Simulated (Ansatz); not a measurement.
In₂O₃

The calculation's input:

```
crystal:
  lattice:
    - [-5.1420961961, 5.1420961961, 5.1420961961]
    - [5.1420961961, -5.1420961961, 5.1420961961]
    - [5.1420961961, 5.1420961961, -5.1420961961]
  atoms:
    - { symbol: In, position: [0.25, 0.2161285444, 0.9661285444] }
    - { symbol: In, position: [0.75, 0.2838714556, 0.5338714556] }
    - { symbol: In, position: [0.9661285444, 0.25, 0.2161285444] }
    - { symbol: In, position: [0.5338714556, 0.75, 0.2838714556] }
    - { symbol: In, position: [0.2161285444, 0.9661285444, 0.25] }
    - { symbol: In, position: [0.2838714556, 0.5338714556, 0.75] }
    - { symbol: In, position: [0.75, 0.7838714556, 0.0338714556] }
    - { symbol: In, position: [0.25, 0.7161285444, 0.4661285444] }
    - { symbol: In, position: [0.0338714556, 0.75, 0.7838714556] }
    - { symbol: In, position: [0.4661285444, 0.25, 0.7161285444] }
    - { symbol: In, position: [0.7838714556, 0.0338714556, 0.75] }
    - { symbol: In, position: [0.7161285444, 0.4661285444, 0.25] }
    - { symbol: In, position: [0.5, 0.5, 0.5] }
    - { symbol: In, position: [0.5, 0.0, 0.0] }
    - { symbol: In, position: [0.0, 0.5, 0.0] }
    - { symbol: In, position: [0.0, 0.0, 0.5] }
    - { symbol: O, position: [0.5368945507, 0.772119497, 0.5442893658] }
    - { symbol: O, position: [0.7278301312, 0.9926051849, 0.9557106342] }
    - { symbol: O, position: [0.9631054493, 0.5073948151, 0.2352249463] }
    - { symbol: O, position: [0.7721698688, 0.727880503, 0.2647750537] }
    - { symbol: O, position: [0.5442893658, 0.5368945507, 0.772119497] }
    - { symbol: O, position: [0.9557106342, 0.7278301312, 0.9926051849] }
    - { symbol: O, position: [0.2352249463, 0.9631054493, 0.5073948151] }
    - { symbol: O, position: [0.2647750537, 0.7721698688, 0.727880503] }
    - { symbol: O, position: [0.772119497, 0.5442893658, 0.5368945507] }
    - { symbol: O, position: [0.9926051849, 0.9557106342, 0.7278301312] }
    - { symbol: O, position: [0.5073948151, 0.2352249463, 0.9631054493] }
    - { symbol: O, position: [0.727880503, 0.2647750537, 0.7721698688] }
    - { symbol: O, position: [0.4631054493, 0.227880503, 0.4557106342] }
    - { symbol: O, position: [0.2721698688, 0.0073948151, 0.0442893658] }
    - { symbol: O, position: [0.0368945507, 0.4926051849, 0.7647750537] }
    - { symbol: O, position: [0.2278301312, 0.272119497, 0.7352249463] }
    - { symbol: O, position: [0.4557106342, 0.4631054493, 0.227880503] }
    - { symbol: O, position: [0.0442893658, 0.2721698688, 0.0073948151] }
    - { symbol: O, position: [0.7647750537, 0.0368945507, 0.4926051849] }
    - { symbol: O, position: [0.7352249463, 0.2278301312, 0.272119497] }
    - { symbol: O, position: [0.227880503, 0.4557106342, 0.4631054493] }
    - { symbol: O, position: [0.0073948151, 0.0442893658, 0.2721698688] }
    - { symbol: O, position: [0.4926051849, 0.7647750537, 0.0368945507] }
    - { symbol: O, position: [0.272119497, 0.7352249463, 0.2278301312] }
basis:
  ecutwfc: 420
kpoints:
  mp_grid: { grid: [4, 4, 4] }
hamiltonian:
  xc: pbe
  pseudopotentials: { azcp: { folder: soft_1 } }
scf:
  occupations: { method: gaussian, width: 0.02 }
output:
  forces: true
  stress: true
  eigenvalues: true
  write_density: true
  write_potential: true
  elf: true
  volumetric_format: npy
relax:
  adjacent_minimum: "off"
  f_tol: 0.005
  max_steps: 80
  cell: { stress_tol: 0.05 }
```

Run with:

```sh
ansatz run input.yaml --threads 8 --pin off --max-ram 22528MiB --backend cpu --events-out ev --progress --plain --runs-dir out
```

The fields are those of the relaxed geometry.

Space group Ia-3; PAW files of the earlier set (soft_1).

All numbers below come from Ansatz 0.2.0, DFT PBE, scalar-relativistic, plane waves, PAW.

### Predict the valence pseudo-density and electron localisation function between the atoms.

In–O (2.16 Å): the density is about 0.5 e/Å³ at the midpoint; the ELF peaks at about 0.85 in the valence shell of O, 0.6 Å from its nucleus, and is about 0.15 at the midpoint (no shared electron pair shows on this line).
In–O (2.24 Å): ρ is about 0.43 e/Å³ halfway; the ELF peaks at about 0.85 in the valence shell of O, 0.6 Å from its nucleus, and is about 0.15 at the midpoint; no localised pair shows between them.
In–O (2.24 Å): ρ is about 0.43 e/Å³ halfway; the ELF peaks at about 0.85 in the valence shell of O, 0.6 Å from its nucleus, and is about 0.15 at the midpoint; no localised pair shows between them.

### Does the calculation make it a metal, or give it a gap?

It is gapped, with a Kohn–Sham gap of 0.94 eV on the k-point mesh, an upper bound to the gap of this method.

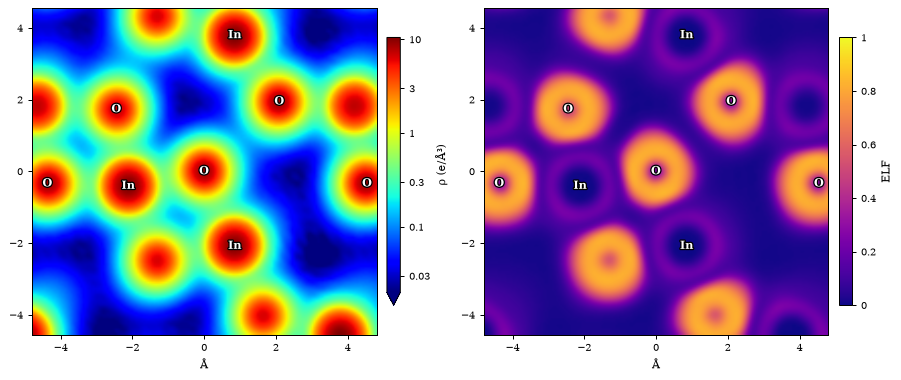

Computed valence pseudo-density and electron localisation function on the (100) plane of the calculation cell, in this order. Atoms just off the plane (In, 0.4 Å away and O, 0.3 Å away) can leave unmarked features too.

The density is the valence pseudo-density of a PAW calculation; it isn't the true density close to the nuclei.
